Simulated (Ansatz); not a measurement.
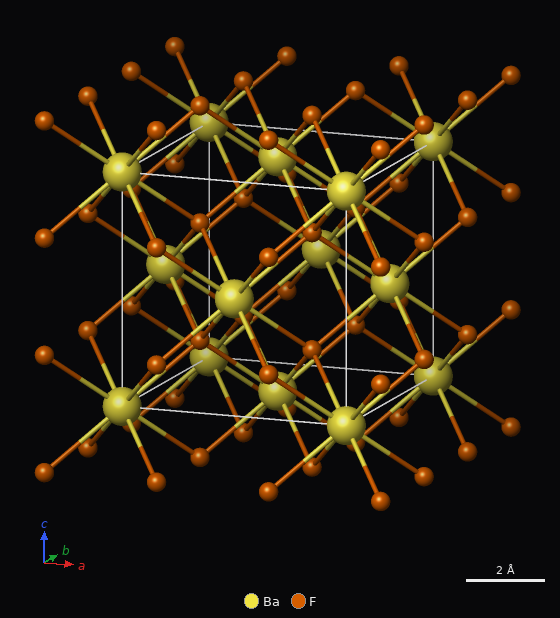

This is a symmetric starting cell of BaF2. A ball-and-stick model of the conventional cell (4 times the calculation's cell), seen slightly off an axis. Lengths and directions refer to the drawn axes.

The calculation used DFT LDA, scalar-relativistic, plane waves, PAW (Ansatz). Set-up: plane-wave cutoff 420 eV; k-point mesh 6 × 6 × 6; occupations gaussian; smearing width 0.02 eV; no spin polarisation.

The variant: All lengths are scaled by +1.4 % (volume +4.4 %), the atoms keeping their fractional coordinates. No relaxation follows. The starting cell wasn't computed here and needn't be at equilibrium, so pressure and forces aren't due to the change alone.

Question: What is the effect?

Answer: The pressure is −6.4 GPa (not all of it need come from the change, since the unchanged cell can be under pressure at this level too). All forces vanish by symmetry. Among the bonded contacts that change: Ba–F 2.685 → 2.723 Å. The space group stays Fm-3m (No. 225).

The changed structure in the same view:

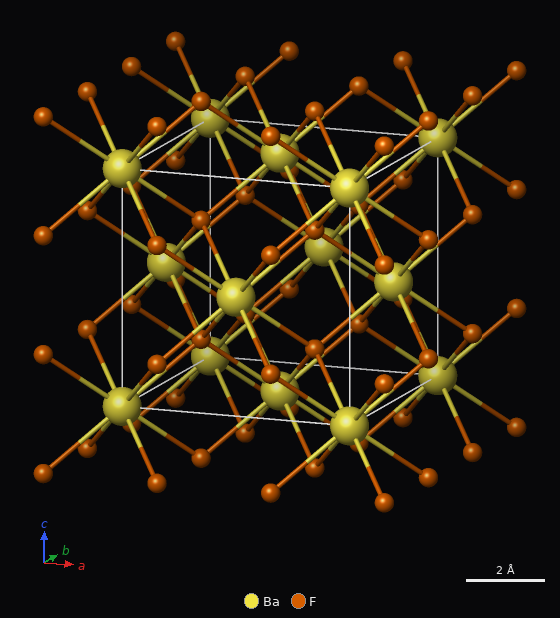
